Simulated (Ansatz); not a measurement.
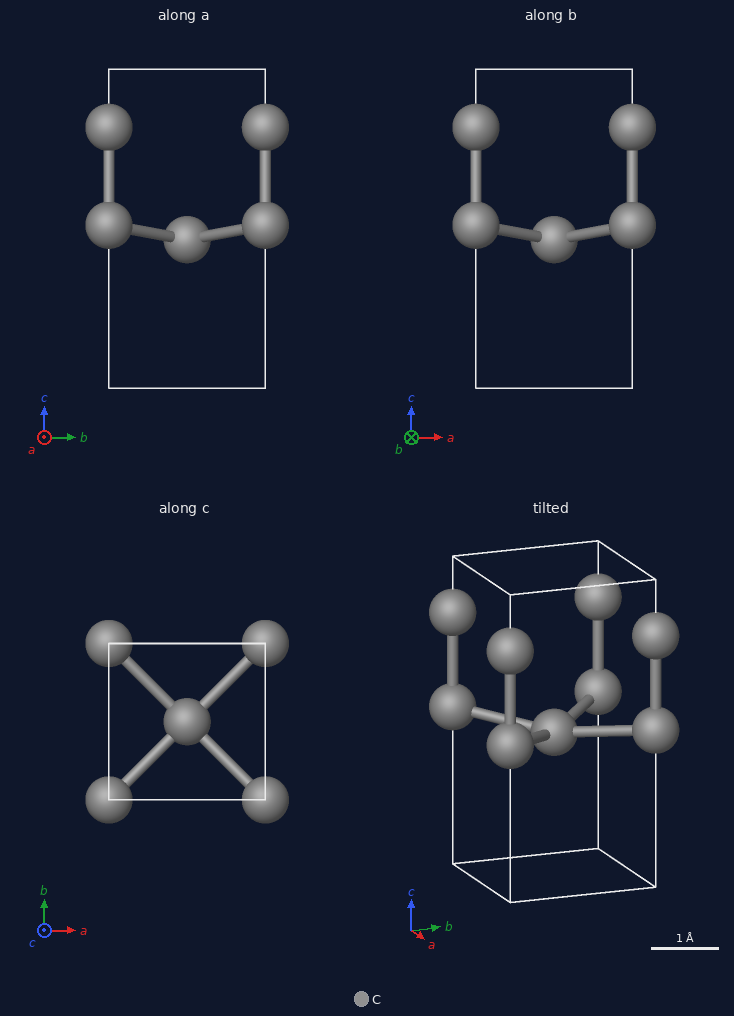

View along the a axis, along the b axis, along the c axis and slightly off an axis, drawn as a ball-and-stick model. The conventional unit cell is outlined; an atom on or near a face, edge or corner is repeated at each equivalent position.

Lattice parameters: a = 2.3450 Å, b = 2.3450 Å, c = 4.7840 Å, α = 90.000°, β = 90.000°, γ = 90.000°.

Convert the drawing into a CIF in P1 with every atom of the cell, with free fractional coordinates to two decimals.

```cif
data_structure
_symmetry_space_group_name_H-M 'P 1'
_symmetry_Int_Tables_number 1
_cell_length_a 2.3450
_cell_length_b 2.3450
_cell_length_c 4.7840
_cell_angle_alpha 90.000
_cell_angle_beta 90.000
_cell_angle_gamma 90.000
_cell_volume 26.31
loop_
_atom_site_label
_atom_site_type_symbol
_atom_site_fract_x
_atom_site_fract_y
_atom_site_fract_z
_atom_site_occupancy
C1 C 0.00 0.00 0.51 1
C2 C 0.00 0.00 0.82 1
C3 C 0.50 0.50 0.47 1
```

The structure was taken from a random cell made by a generator, so it need not be a real form of the element. Earlier steps of the study, as a rule a relaxation of our own, may have changed the cell and positions, so they can lie some per cent off the listed ones. It went into a calculation with Ansatz.
